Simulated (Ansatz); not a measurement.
## Run report: Ga₂O₃, geometry relaxation (part 3 of 3)

Continued. System: Ga₂O₃ (10 atoms in the cell). Method: DFT PBE, scalar-relativistic, plane waves, PAW, no spin polarisation (Ansatz 0.2.0); cutoff 420 eV, 10×10×6 k-mesh, Gaussian smearing of 0.02 eV. The structure derives from a Materials Project entry.

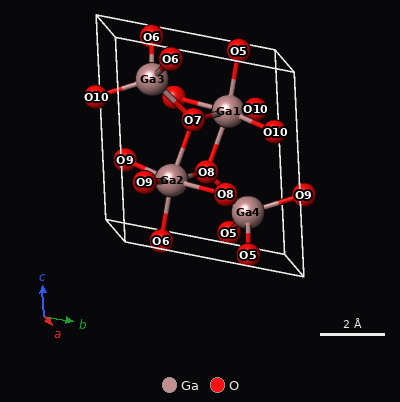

**Figure 1.** The geometry at step 5 of the log (ball-and-stick view of the reduced cell, seen slightly off an axis; bonded neighbours outside the cell are drawn too; atoms are numbered from 1 in the order of the input).

**Trajectory as extended XYZ (Å, eV, eV/Å), 9 frames, from step=1 to step=9**
```
10
Lattice="6.1402 -1.5238 0.0000 6.1402 1.5238 0.0000 -1.3841 0.0000 5.6503" Properties=species:S:1:pos:R:3:forces:R:3 step=1 energy=-18540.04080 pressure_GPa=6.74
Ga    3.2411    0.0000    3.8720    0.0282   0.0000   0.0480
Ga    7.6552    0.0000    1.7783   -0.0282   0.0000  -0.0480
Ga   10.8854    0.0000    1.1595    0.0205   0.0000  -0.0197
Ga    0.0110    0.0000    4.4908   -0.0205   0.0000   0.0197
O     5.1547    0.0000    4.2001   -0.0046   0.0000  -0.0225
O     5.7416    0.0000    1.4502    0.0046   0.0000   0.0225
O     9.5468    0.0000    2.4679    0.0118   0.0000   0.0163
O     1.3495    0.0000    3.1824   -0.0118   0.0000  -0.0163
O     1.8691    0.0000    0.6168    0.1520   0.0000   0.0145
O     9.0272    0.0000    5.0336   -0.1520   0.0000  -0.0145
10
Lattice="6.1856 -1.5338 0.0007 6.1856 1.5338 0.0007 -1.3938 0.0000 5.6904" Properties=species:S:1:pos:R:3:forces:R:3 step=2 energy=-18540.09213 pressure_GPa=2.63
Ga    3.2719    0.0000    3.8997   -0.0064   0.0000   0.0300
Ga    7.7055    0.0000    1.7920    0.0064   0.0000  -0.0300
Ga   10.9658    0.0000    1.1673    0.0324   0.0000  -0.0014
Ga    0.0117    0.0000    4.5245   -0.0324   0.0000   0.0014
O     5.1989    0.0000    4.2322    0.0106   0.0000  -0.0310
O     5.7786    0.0000    1.4595   -0.0106   0.0000   0.0310
O     9.6148    0.0000    2.4807    0.0106   0.0000   0.0226
O     1.3627    0.0000    3.2110   -0.0106   0.0000  -0.0226
O     1.8706    0.0000    0.6228    0.0898   0.0000   0.0387
O     9.1068    0.0000    5.0689   -0.0898   0.0000  -0.0387
10
Lattice="6.2160 -1.5418 0.0014 6.2160 1.5418 0.0014 -1.3999 0.0000 5.7060" Properties=species:S:1:pos:R:3:forces:R:3 step=3 energy=-18540.09796 pressure_GPa=0.14
Ga    3.2888    0.0000    3.9123   -0.0178   0.0000   0.0133
Ga    7.7433    0.0000    1.7966    0.0178   0.0000  -0.0133
Ga   11.0234    0.0000    1.1727    0.0233   0.0000   0.0031
Ga    0.0087    0.0000    4.5362   -0.0233   0.0000  -0.0031
O     5.2268    0.0000    4.2413    0.0183   0.0000   0.0111
O     5.8053    0.0000    1.4676   -0.0183   0.0000  -0.0111
O     9.6628    0.0000    2.4880   -0.0058   0.0000   0.0060
O     1.3693    0.0000    3.2209    0.0058   0.0000  -0.0060
O     1.8790    0.0000    0.6256    0.0126   0.0000   0.0077
O     9.1531    0.0000    5.0833   -0.0126   0.0000  -0.0077
10
Lattice="6.2175 -1.5413 0.0052 6.2175 1.5413 0.0052 -1.3968 0.0000 5.7093" Properties=species:S:1:pos:R:3:forces:R:3 step=4 energy=-18540.09783 pressure_GPa=-0.02
Ga    3.2902    0.0000    3.9187   -0.0160   0.0000   0.0011
Ga    7.7481    0.0000    1.8009    0.0160   0.0000  -0.0011
Ga   11.0278    0.0000    1.1797    0.0107   0.0000   0.0076
Ga    0.0105    0.0000    4.5399   -0.0107   0.0000  -0.0076
O     5.2294    0.0000    4.2501    0.0119   0.0000  -0.0001
O     5.8089    0.0000    1.4695   -0.0119   0.0000   0.0001
O     9.6669    0.0000    2.4964    0.0002   0.0000   0.0034
O     1.3713    0.0000    3.2233   -0.0002   0.0000  -0.0034
O     1.8826    0.0000    0.6256    0.0032   0.0000   0.0135
O     9.1556    0.0000    5.0940   -0.0032   0.0000  -0.0135
10
Lattice="6.2208 -1.5412 0.0059 6.2208 1.5412 0.0059 -1.3969 0.0000 5.7063" Properties=species:S:1:pos:R:3:forces:R:3 step=5 energy=-18540.09794 pressure_GPa=0.00
Ga    3.2895    0.0000    3.9181    0.0091   0.0000   0.0001
Ga    7.7552    0.0000    1.8000   -0.0091   0.0000  -0.0001
Ga   11.0356    0.0000    1.1817    0.0052   0.0000   0.0036
Ga    0.0091    0.0000    4.5363   -0.0052   0.0000  -0.0036
O     5.2315    0.0000    4.2480   -0.0015   0.0000   0.0005
O     5.8132    0.0000    1.4700    0.0015   0.0000  -0.0005
O     9.6724    0.0000    2.4962    0.0000   0.0000   0.0025
O     1.3724    0.0000    3.2218    0.0000   0.0000  -0.0025
O     1.8841    0.0000    0.6249    0.0016   0.0000   0.0013
O     9.1606    0.0000    5.0931   -0.0016   0.0000  -0.0013
10
Lattice="6.2212 -1.5410 0.0060 6.2212 1.5410 0.0060 -1.3969 0.0000 5.7063" Properties=species:S:1:pos:R:3:forces:R:3 step=6 energy=-18540.09795 pressure_GPa=0.00
Ga    3.2906    0.0000    3.9178   -0.0011   0.0000   0.0012
Ga    7.7549    0.0000    1.8004    0.0011   0.0000  -0.0012
Ga   11.0363    0.0000    1.1819   -0.0016   0.0000  -0.0009
Ga    0.0092    0.0000    4.5364    0.0016   0.0000   0.0009
O     5.2320    0.0000    4.2483   -0.0004   0.0000  -0.0005
O     5.8135    0.0000    1.4700    0.0004   0.0000   0.0005
O     9.6732    0.0000    2.4967    0.0003   0.0000  -0.0007
O     1.3723    0.0000    3.2216   -0.0003   0.0000   0.0007
O     1.8843    0.0000    0.6251   -0.0006   0.0000  -0.0006
O     9.1612    0.0000    5.0932    0.0006   0.0000   0.0006
10
Lattice="6.2212 -1.5410 0.0060 6.2212 1.5410 0.0060 -1.3969 0.0000 5.7063" Properties=species:S:1:pos:R:3:forces:R:3 step=7 energy=-18540.11886 pressure_GPa=0.30
Ga    3.2906    0.0000    3.9178   -0.0014   0.0000  -0.0002
Ga    7.7549    0.0000    1.8004    0.0014   0.0000   0.0002
Ga   11.0363    0.0000    1.1819   -0.0018   0.0000  -0.0013
Ga    0.0092    0.0000    4.5364    0.0018   0.0000   0.0013
O     5.2320    0.0000    4.2483   -0.0009   0.0000  -0.0007
O     5.8135    0.0000    1.4700    0.0009   0.0000   0.0007
O     9.6732    0.0000    2.4967   -0.0014   0.0000   0.0007
O     1.3723    0.0000    3.2216    0.0014   0.0000  -0.0007
O     1.8843    0.0000    0.6251   -0.0002   0.0000  -0.0003
O     9.1612    0.0000    5.0932    0.0002   0.0000   0.0003
10
Lattice="6.2271 -1.5416 0.0062 6.2271 1.5416 0.0062 -1.3980 0.0000 5.7089" Properties=species:S:1:pos:R:3:forces:R:3 step=8 energy=-18540.11813 pressure_GPa=0.01
Ga    3.2943    0.0000    3.9196    0.0008   0.0000   0.0011
Ga    7.7619    0.0000    1.8018   -0.0008   0.0000  -0.0011
Ga   11.0473    0.0000    1.1832    0.0015   0.0000   0.0001
Ga    0.0089    0.0000    4.5382   -0.0015   0.0000  -0.0001
O     5.2375    0.0000    4.2498    0.0008   0.0000   0.0001
O     5.8187    0.0000    1.4716   -0.0008   0.0000  -0.0001
O     9.6819    0.0000    2.4975   -0.0004   0.0000  -0.0006
O     1.3743    0.0000    3.2239    0.0004   0.0000   0.0006
O     1.8837    0.0000    0.6255    0.0002   0.0000   0.0000
O     9.1725    0.0000    5.0959   -0.0002   0.0000   0.0000
10
Lattice="6.2271 -1.5416 0.0062 6.2271 1.5416 0.0062 -1.3980 0.0000 5.7089" Properties=species:S:1:pos:R:3:forces:R:3 step=9 energy=-18540.11913 pressure_GPa=0.02
Ga    3.2943    0.0000    3.9196    0.0008   0.0000   0.0010
Ga    7.7619    0.0000    1.8018   -0.0008   0.0000  -0.0010
Ga   11.0473    0.0000    1.1832    0.0016   0.0000   0.0002
Ga    0.0089    0.0000    4.5382   -0.0016   0.0000  -0.0002
O     5.2375    0.0000    4.2498    0.0008   0.0000   0.0001
O     5.8187    0.0000    1.4716   -0.0008   0.0000  -0.0001
O     9.6819    0.0000    2.4975   -0.0004   0.0000  -0.0005
O     1.3743    0.0000    3.2239    0.0004   0.0000   0.0005
O     1.8837    0.0000    0.6255    0.0003   0.0000   0.0001
O     9.1725    0.0000    5.0959   -0.0003   0.0000  -0.0001
```

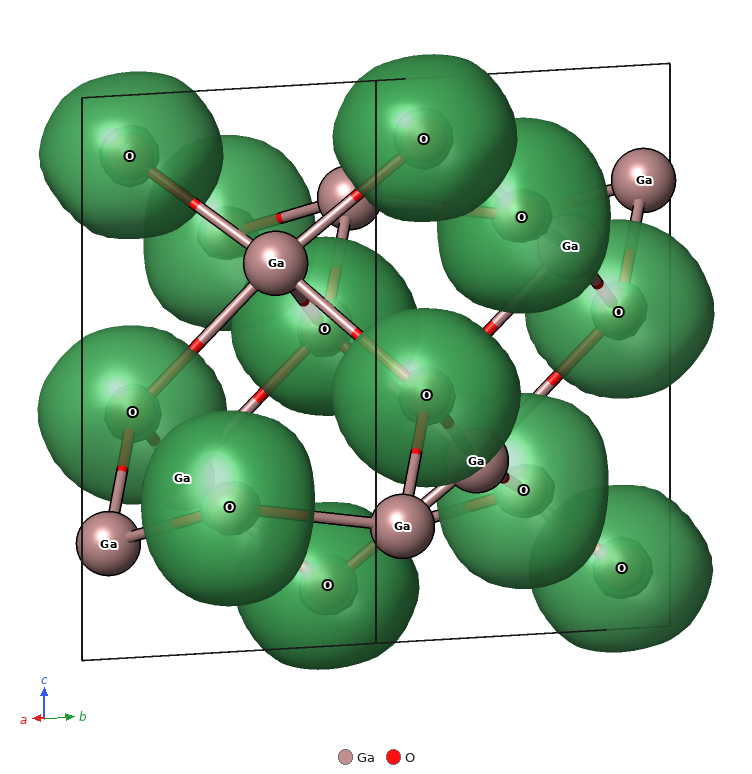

**Figure 2.** Isosurface of the electron localisation function at 0.6 (green), seen along [110]. Only the valence region is drawn (cores and ρ < 0.01 e/Å³ removed). Sticks mark near contacts. The outline is the cell set on symmetry axes. Values along the shortest contacts: Ga–O (1.86 Å): the ELF is about 0.40 at the midpoint. Ga–O (1.97 Å): the ELF is about 0.35 at the midpoint. In a PAW calculation such maps are meaningful between the atoms, not at the nuclei.

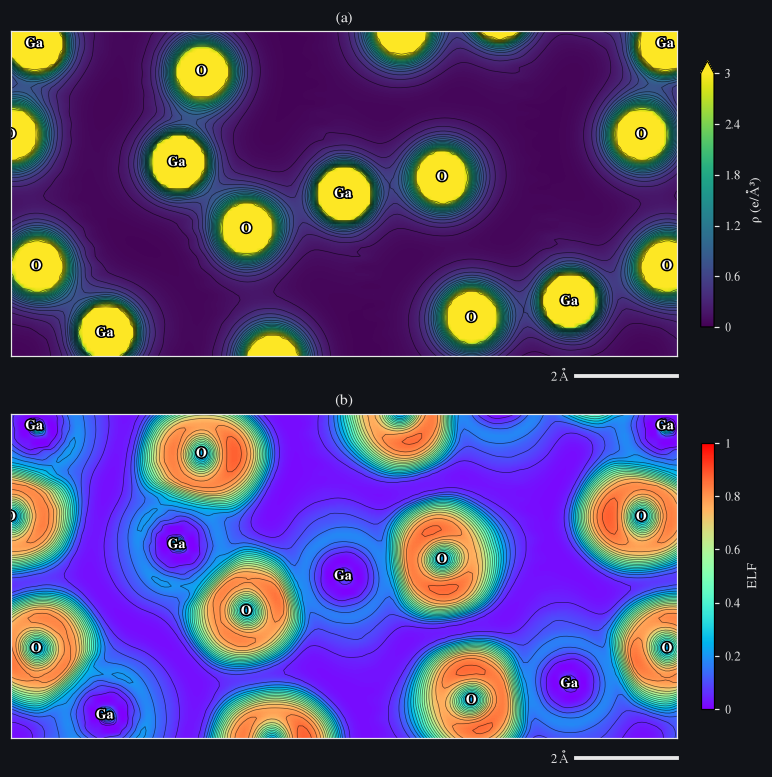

**Figure 3.** (a) valence pseudo-density; (b) ELF on the (010) plane of the conventional cell. Atoms in the plane: Ga and O. Ga–O (1.86 Å): the density is about 0.81 e/Å³ at the midpoint; the ELF is about 0.40 at the midpoint. Ga–O (1.97 Å): ρ at the midpoint is about 0.62 e/Å³; the ELF is about 0.30 at the midpoint. Ga–O (2.04 Å): the density is about 0.54 e/Å³ at the midpoint; the ELF is about 0.30 at the midpoint. Away from the nuclei the density in this plane falls to 0.02 e/Å³ at its lowest.

This output came from the following input.

**Input file**
```yaml
crystal:
  lattice:
    - [6.14023671, -1.52378368, 0.0]
    - [6.14023671, 1.52378368, 0.0]
    - [-1.38413089, 0.0, 5.65034886]
  atoms:
    - { symbol: Ga, position: [0.3411617, 0.3411617, 0.68526966] }
    - { symbol: Ga, position: [0.6588383, 0.6588383, 0.31473034] }
    - { symbol: Ga, position: [0.9095256, 0.9095256, 0.205214] }
    - { symbol: Ga, position: [0.0904744, 0.0904744, 0.794786] }
    - { symbol: O, position: [0.50353087, 0.50353087, 0.74333591] }
    - { symbol: O, position: [0.49646913, 0.49646913, 0.25666409] }
    - { symbol: O, position: [0.82662894, 0.82662894, 0.43676984] }
    - { symbol: O, position: [0.17337106, 0.17337106, 0.56323016] }
    - { symbol: O, position: [0.16450498, 0.16450498, 0.10915408] }
    - { symbol: O, position: [0.83549502, 0.83549502, 0.89084592] }
basis:
  ecutwfc: 420
kpoints:
  mp_grid: { grid: [10, 10, 6] }
hamiltonian:
  xc: pbe
scf:
  occupations: { method: gaussian, width: 0.02 }
output:
  forces: true
  stress: true
  eigenvalues: true
  write_density: true
  write_potential: true
  elf: true
  volumetric_format: npy
relax:
  adjacent_minimum: "off"
  f_tol: 0.005
  max_steps: 80
  cell: { stress_tol: 0.05 }
```

Launch command:
```bash
ansatz run input.yaml --threads 8 --pin off --max-ram 20480MiB --backend cpu --events-out ev --progress --plain --runs-dir out
```

**Key numbers**

```json
{"quantity": "outcome", "value": "converged"}
{"quantity": "space group (tolerance 0.01 Å)", "value": "C2/m (12)"}
{"quantity": "electrons treated", "value": "88"}
{"quantity": "free energy", "value": "−18540.1191 eV"}
{"quantity": "Fermi energy", "value": "8.565 eV"}
{"quantity": "gap on the k-point mesh", "value": "2.01 eV"}
{"quantity": "pressure", "value": "0.02 GPa"}
{"quantity": "final volume", "value": "109.64 Å³"}
{"quantity": "largest force (length of the vector) at the end", "value": "0.002 eV/Å"}
{"quantity": "final cell", "value": "a = 6.415 Å, b = 6.415 Å, c = 5.878 Å, α = 103.29°, β = 103.29°, γ = 27.81°"}
{"quantity": "hardware", "value": "8 threads of Intel Xeon (Granite Rapids), 64 GiB of memory available, shared host"}
{"quantity": "wall time", "value": "35 s (CPU time 4.4 min)"}
{"quantity": "peak memory", "value": "1.2 GiB"}
```
